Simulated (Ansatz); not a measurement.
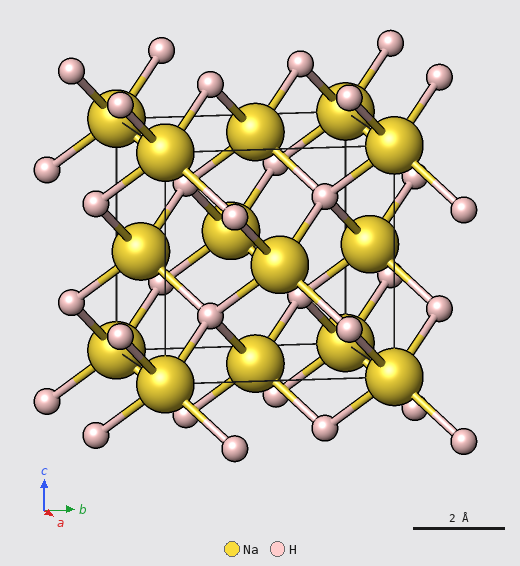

This is crystalline NaH (built on the zincblende type) at its r2SCAN-relaxed geometry. A ball-and-stick model of the conventional cell (4 times the calculation's cell), seen slightly off an axis. Lengths and directions refer to the drawn axes.

Computed with DFT, PBE, plane waves, PAW in Ansatz 0.2.0. Set-up: plane-wave cutoff 420 eV; k-point mesh 8 × 8 × 8; occupations fermi dirac; smearing width 0.02 eV; no spin polarisation.

The variant: The cell is strained by +4.0 % along b and none across it (volume +4.0 %). The atoms were relaxed with r2SCAN under that strain, and this is a single point on that geometry.

Input file:
```yaml
crystal:
  lattice:
    - [0.0, 2.5969210561, 2.7007978983]
    - [2.5969210561, 0.0, 2.7007978983]
    - [2.5969210561, 2.5969210561, 0.0]
  atoms:
    - { symbol: Na, position: [0.0, 0.0, 0.0] }
    - { symbol: H, position: [0.25, 0.25, 0.25] }
kpoints:
  mp_grid: { grid: [8, 8, 8] }
  band_path:
    path:
      - [0.0, 0.0, 0.0]
      - [-0.5, -0.5, 0.0]
      - [-0.375, -0.375, 0.25]
      - [-0.375, 0.0, 0.375]
      - [0.0, 0.0, 0.5]
      - [-0.5, -0.25, 0.25]
    npoints: 1
hamiltonian:
  xc: pbe
scf:
  occupations: { method: fermi_dirac, width: 0.02 }
  n_extra_bands: 4
output:
  forces: true
  stress: true
  eigenvalues: true
```

### Predict the response.

The energy changes by less than 1 meV per atom. Pressure: 0.2 GPa before, −0.4 GPa after. The principal stresses (compression positive) are −0.6 GPa along b and −0.3 GPa across it. All forces vanish by symmetry. Among the bonded contacts that change: H–Na 2.249 → 2.279 Å. The space group (tolerance 0.01 Å) goes from F-43m (No. 216) to I-4m2 (No. 119).

Drawn alike, the variant:

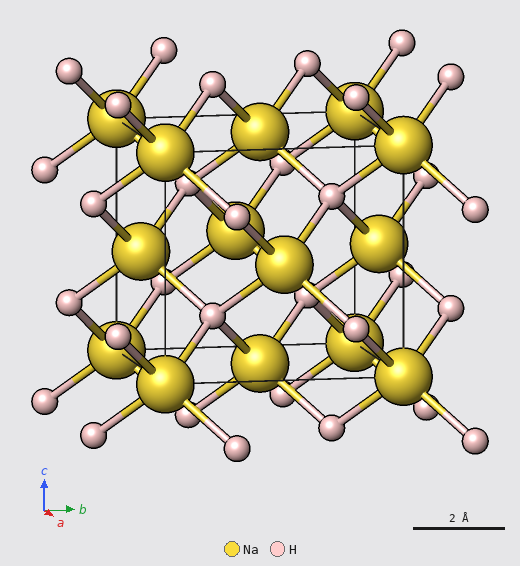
